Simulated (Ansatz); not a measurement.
```yaml
crystal:
  lattice:
    - [2.94609, 0.00000, 0.00000]
    - [-1.47305, 2.55139, 0.00000]
    - [0.00000, 0.00000, 21.61395]
  atoms:
    - { symbol: Ag, position: [0.66667, 0.33333, 0.33333] }
    - { symbol: Ag, position: [0.33333, 0.66667, 0.66667] }
    - { symbol: Ag, position: [0.00000, 0.00000, 0.00000] }
    - { symbol: Ag, position: [0.00000, 0.00000, 0.77772] }
    - { symbol: Ag, position: [0.66667, 0.33333, 0.11105] }
    - { symbol: Ag, position: [0.33333, 0.66667, 0.44439] }
    - { symbol: Ag, position: [0.66667, 0.33333, 0.55561] }
    - { symbol: Ag, position: [0.33333, 0.66667, 0.88895] }
    - { symbol: Ag, position: [0.00000, 0.00000, 0.22228] }
```

Space group R-3m. This isn't the usual form at ambient conditions. The cell comes from a database of computed structures, not from a measurement.

Level of theory: DFT PBE, scalar-relativistic, plane waves, PAW in Ansatz 0.2.0.

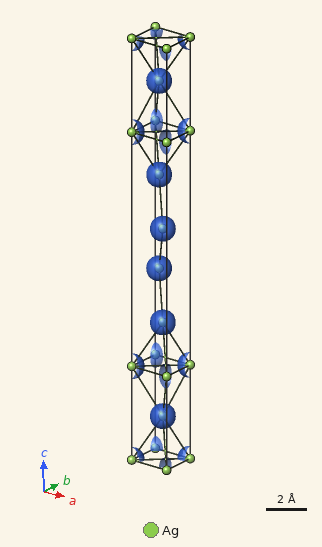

Ag. Density of the Kohn–Sham states from −5.0 to −2.5 eV about the Fermi level (the middle third of the occupied valence band), scaled to one electron a cell: blue surface at 0.08 1/Å³, in the conventional cell seen slightly off an axis.

In a PAW calculation such maps are meaningful between the atoms, not at the nuclei.

**Which atoms and orbitals make up these states?**

Löwdin projections on the PAW files' atomic orbitals give Ag 4d (over 95 %). It nearly vanishes midway along the shortest Ag–Ag contact.

Run time: 110 s on 1 thread of Arm Neoverse N1 (shared host), peak memory 1.1 GiB.
